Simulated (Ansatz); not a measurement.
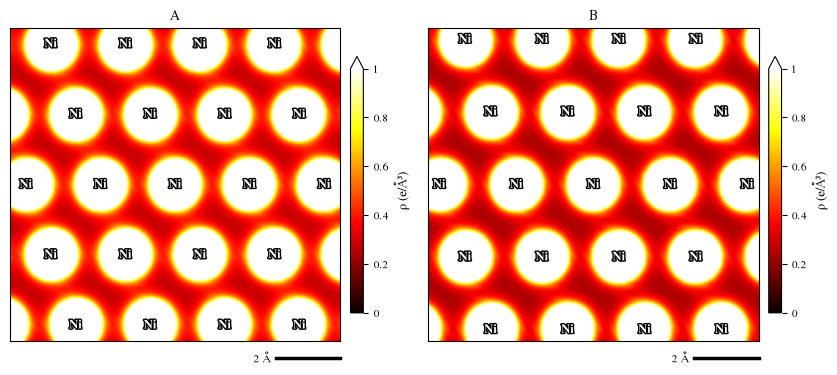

Ni. The valence electron density of two cells that differ in size, on the (100) plane of each (indices in the axes of the calculation cell), at one length scale and on one colour scale; one has 9.6 and the other 10.6 Å³ an atom.

Method: DFT r2SCAN, scalar-relativistic, plane waves, PAW in Ansatz 0.2.0.

The density is the valence pseudo-density of a PAW calculation; it isn't the true density close to the nuclei.

The larger cell:

```
Ni
1.0
    -1.38304    1.38304    1.38304
     1.38304   -1.38304    1.38304
     1.38304    1.38304   -1.38304
Ni
1
Direct
  0.00000 0.00000 0.00000
```

The smaller cell: a = 2.321 Å, b = 2.321 Å, c = 2.321 Å, α = 109.47°, β = 109.47°, γ = 109.47°.

Which is the denser cell? Describe the effect of the change.

Panel A is the smaller cell, by 9 % in volume. From the larger cell to the smaller, Ni–Ni goes from 2.40 to 2.32 Å, and the density at its midpoint from 0.33 to 0.4 e/Å³; the pressure goes from 0.0 to 25 GPa.
